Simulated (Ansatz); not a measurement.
Input file:

```
crystal:
  lattice:
    - [4.6102358844, 0.0, 0.0]
    - [0.0, 6.5198581135, 0.0]
    - [0.0, 0.0, 26.525589711]
  atoms:
    - { symbol: In, position: [0.5, 0.5, 0.2827458346] }
    - { symbol: Sb, position: [0.0, 0.75, 0.2827458346] }
    - { symbol: In, position: [0.0, 0.0, 0.3696475007] }
    - { symbol: Sb, position: [0.5, 0.25, 0.3696475007] }
    - { symbol: In, position: [0.5, 0.5, 0.4565491669] }
    - { symbol: Sb, position: [0.0, 0.75, 0.4565491669] }
    - { symbol: In, position: [0.0, 0.0, 0.5434508331] }
    - { symbol: Sb, position: [0.5, 0.25, 0.5434508331] }
    - { symbol: In, position: [0.5, 0.5, 0.6303524993] }
    - { symbol: Sb, position: [0.0, 0.75, 0.6303524993] }
    - { symbol: In, position: [0.0, 0.0, 0.7172541654] }
    - { symbol: Sb, position: [0.5, 0.25, 0.7172541654] }
basis:
  ecutwfc: 420
kpoints:
  mp_grid: { grid: [8, 6, 1] }
hamiltonian:
  xc: pbesol
scf:
  occupations: { method: gaussian, width: 0.1 }
output:
  forces: true
  stress: true
  eigenvalues: true
  write_density: true
  write_potential: true
  elf: true
  volumetric_format: npy
efield:
  axis: 3
  dipole_correction: true
```

Run with:

```sh
ansatz run input.yaml --threads 2 --pin off --max-ram 5120MiB --backend cpu --events-out ev --progress --plain --runs-dir out
```

Not relaxed (largest force 1.1 eV/Å).

Method: Ansatz, DFT PBEsol, scalar-relativistic, plane waves, PAW.

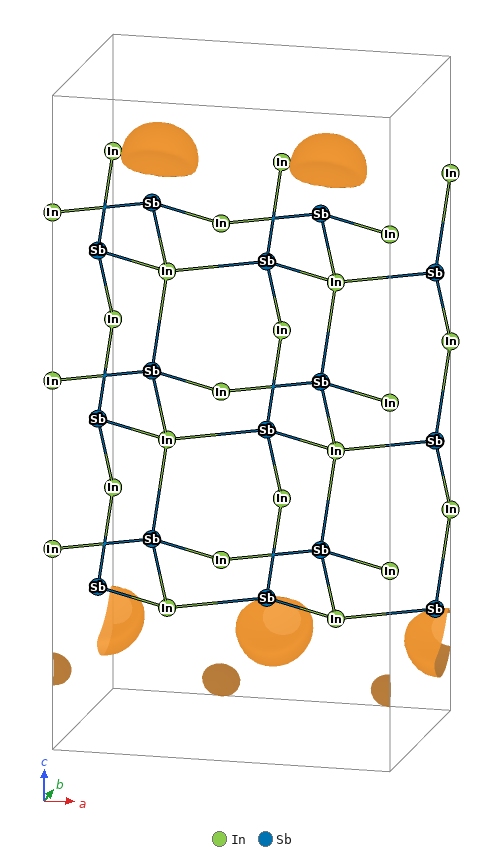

InSb (slab). Isosurface of the ELF at 0.75 (orange), seen slightly off an axis. Only the valence region is drawn (cores and ρ < 0.01 e/Å³ removed). Sticks mark near contacts.

Where are the electrons localised?

Answer. At this value the surface marks out two lobes on Sb, pointing away from the bonds (lone pairs), counted in one cell of 12 atoms. Counts are for one cell; the picture repeats the cell along the surface.

Values along the shortest contacts:
In–Sb (2.82 Å): the ELF peaks at about 0.65 between the atoms.
